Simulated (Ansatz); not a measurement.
## Electronic structure of Bi$_{2}$Se$_{3}$ in real space

Input

```
crystal:
  lattice:
    - [3.734125841, 2.1558985595, 6.5862988713]
    - [-3.734125841, 2.1558985595, 6.5862988713]
    - [0.0, -4.3117971189, 6.5862988713]
  atoms:
    - { symbol: Bi, position: [0.8501942137, 0.8501942137, 0.8501942137] }
    - { symbol: Bi, position: [0.6498057863, 0.6498057863, 0.6498057863] }
    - { symbol: Bi, position: [0.1498057863, 0.1498057863, 0.1498057863] }
    - { symbol: Bi, position: [0.3501942137, 0.3501942137, 0.3501942137] }
    - { symbol: Se, position: [0.4538189345, 0.75, 0.0461810655] }
    - { symbol: Se, position: [0.0461810655, 0.4538189345, 0.75] }
    - { symbol: Se, position: [0.25, 0.9538189345, 0.5461810655] }
    - { symbol: Se, position: [0.9538189345, 0.5461810655, 0.25] }
    - { symbol: Se, position: [0.5461810655, 0.25, 0.9538189345] }
    - { symbol: Se, position: [0.75, 0.0461810655, 0.4538189345] }
basis:
  ecutwfc: 420
kpoints:
  mp_grid: { grid: [6, 6, 6] }
hamiltonian:
  xc: pbe
scf:
  occupations: { method: gaussian, width: 0.02 }
output:
  forces: true
  stress: true
  eigenvalues: true
  write_density: true
  write_potential: true
  elf: true
  volumetric_format: npy
relax:
  adjacent_minimum: "off"
  f_tol: 0.01
  max_steps: 80
  cell: { stress_tol: 0.05 }
```

Command:

```sh
ansatz run input.yaml --threads 1 --pin off --max-ram 2560MiB --backend cpu --events-out ev --progress --plain --runs-dir out
```

Below, planes, directions and counts refer to the conventional cell (a = 7.51 Å, b = 7.51 Å, c = 19.80 Å, α = 90.00°, β = 90.00°, γ = 120.00°).

The fields are those of the relaxed geometry.

Space group R-3c; a structure from a database of computed crystals, not necessarily the ambient phase; a generated structure, not necessarily the stable one.

Method: DFT PBE, scalar-relativistic, plane waves, PAW (Ansatz).

Core electrons are frozen (PAW), and the valence fields are smoothed inside the atomic spheres.

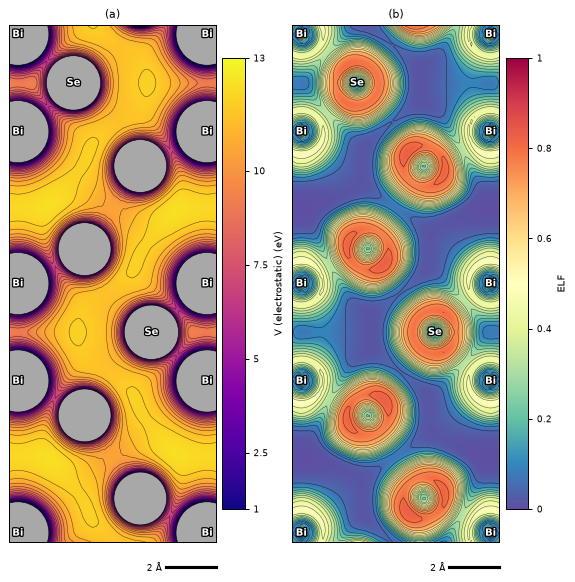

Figure 1. (a) electrostatic potential energy of an electron; (b) ELF on the (100) plane of the conventional cell. Grey discs cover the atomic cores in the potential map.

Read the bonding off the picture.

Answer. The plane passes through Bi and Se nuclei. Atoms just off the plane (Se, 0.3 Å away) can leave unmarked features too. Bi–Se (2.94 Å): the ELF is about 0.40 at the midpoint and 0.30 at its lowest between the atoms. The features right at Bi lie inside the PAW spheres, where the map follows smoothed inner orbitals and isn't to be read closely. Outside the cores the potential energy rises away from the atoms and is highest about 2.3 Å from the nearest atoms; its zero is arbitrary.

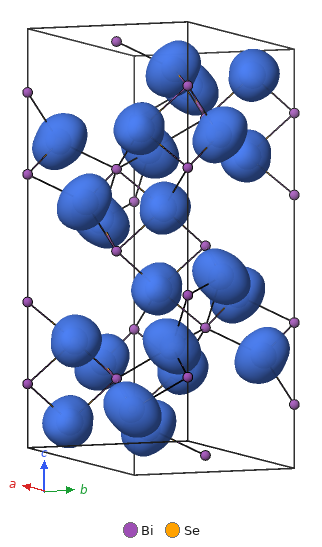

Figure 2. Isosurface of the electron localisation function at 0.7 (blue), seen at an oblique angle. Only the valence region is drawn (cores and ρ < 0.01 e/Å³ removed). Sticks mark near contacts.

Describe the localisation domains.

Answer. The ELF exceeds this value in 18 regions wrapped around Se (the valence shell of each), counted in one cell of 30 atoms. Regions shared between cells count once. Along the contacts the grid gives the following. Bi–Se (2.99 Å): the ELF is about 0.35 at the midpoint.

Does the calculation make it a metal, or give it a gap?

Answer. It is gapped, with a Kohn–Sham gap of 0.84 eV on the k-point mesh, an upper bound to the gap of this method.
